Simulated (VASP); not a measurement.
```cif
data_structure
_symmetry_space_group_name_H-M 'P 1'
_symmetry_Int_Tables_number 1
_cell_length_a 5.9468
_cell_length_b 5.9468
_cell_length_c 5.9468
_cell_angle_alpha 90.000
_cell_angle_beta 90.000
_cell_angle_gamma 90.000
_cell_volume 210.31
loop_
_atom_site_label
_atom_site_type_symbol
_atom_site_fract_x
_atom_site_fract_y
_atom_site_fract_z
_atom_site_occupancy
Pb1 Pb 0.00000 0.00000 0.00000 1
Pb2 Pb 0.50000 0.50000 0.00000 1
Pb3 Pb 0.50000 0.00000 0.50000 1
Pb4 Pb 0.00000 0.50000 0.50000 1
S1 S 0.50000 0.00000 0.00000 1
S2 S 0.00000 0.50000 0.00000 1
S3 S 0.00000 0.00000 0.50000 1
S4 S 0.50000 0.50000 0.50000 1
```

Space group Fm-3m; a generated structure, not necessarily the stable one.

Level of theory: VASP 6.6.1, Kohn-Sham DFT of a periodic cell, HSE06, VASP PAW PBE potentials, recommended.

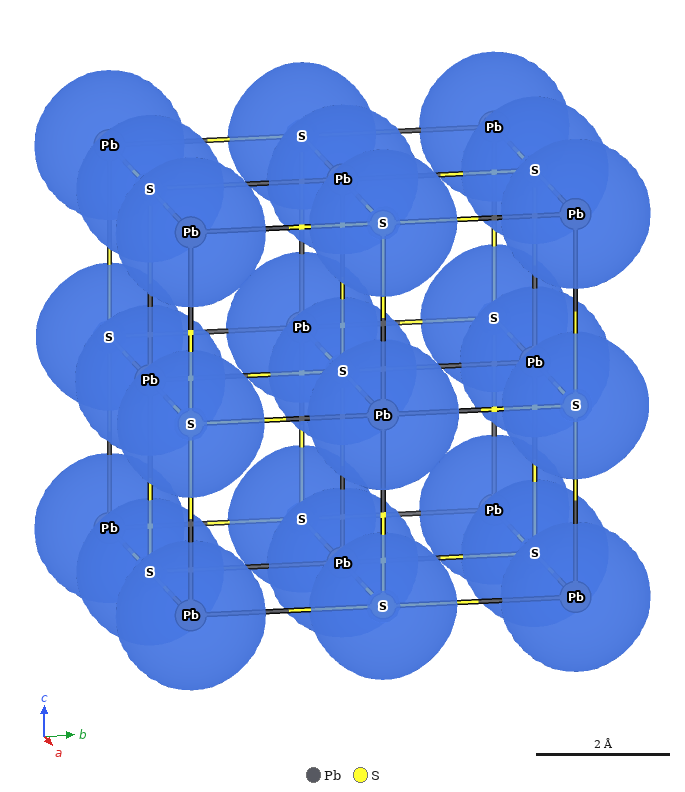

PbS. Isosurface of the valence electron density at 0.4 e/Å³ (blue), seen slightly off an axis. Sticks mark near contacts.

**What does this surface tell about the bonding?**

At this value the density breaks into separate islands; it holds about 75 % of the electrons treated as valence. It bridges none of the near contacts. It is pinched off along the sampled Pb–S (2.97 Å) contacts. On the grid the lowest density along these lines, outside the cores, is 0.22 e/Å³ (Pb–S, 2.97 Å).
